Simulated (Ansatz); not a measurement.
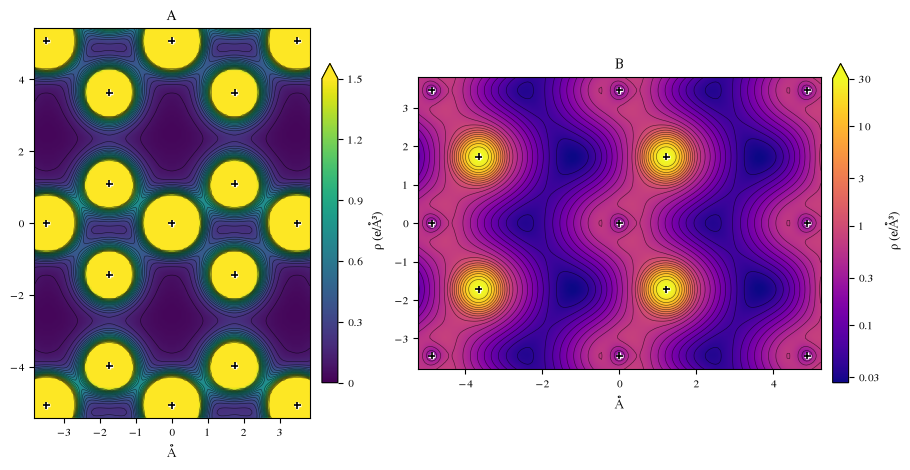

The valence charge density (pseudo) of 2 systems, each on a plane through atoms (crosses mark nuclei in the plane).

Level of theory: DFT, r2SCAN with spin-orbit coupling, plane waves, PAW (Ansatz 0.2.0).

System 1: ZrO2, the (100) plane of the conventional cell. Space group P4₂/nmc; a structure from a database of computed crystals, not necessarily the ambient phase; started from the database structure prototype, which need not be the ambient phase; changed on purpose from its base cell (hydrostatic strain -3.0%); computed pressure about 22 GPa in this cell.

System 2: BAs, the (011) plane of the conventional cell. Space group F-43m; started from the zincblende prototype, which need not be the ambient phase; changed on purpose from its base cell (hydrostatic strain +2.0%); computed pressure about −7 GPa in this cell.

```cif
data_structure
_symmetry_space_group_name_H-M 'P 1'
_symmetry_Int_Tables_number 1
_cell_length_a 4.8794
_cell_length_b 4.8794
_cell_length_c 4.8794
_cell_angle_alpha 90.000
_cell_angle_beta 90.000
_cell_angle_gamma 90.000
_cell_volume 116.17
loop_
_atom_site_label
_atom_site_type_symbol
_atom_site_fract_x
_atom_site_fract_y
_atom_site_fract_z
_atom_site_occupancy
B1 B 0.50000 0.50000 0.00000 1
B2 B 0.00000 0.50000 0.50000 1
B3 B 0.00000 0.00000 0.00000 1
B4 B 0.50000 0.00000 0.50000 1
As1 As 0.25000 0.75000 0.25000 1
As2 As 0.75000 0.75000 0.75000 1
As3 As 0.75000 0.25000 0.25000 1
As4 As 0.25000 0.25000 0.75000 1
```

Question: Which map belongs to which system?

Answer: Panel A is system 1, ZrO2: the plane holds Zr and O. Zr–O (2.06 Å): the density is about 0.74 e/Å³ at the midpoint. Panel B is system 2, BAs: the plane holds B and As. B–As (2.11 Å): ρ at the midpoint is about 0.75 e/Å³.
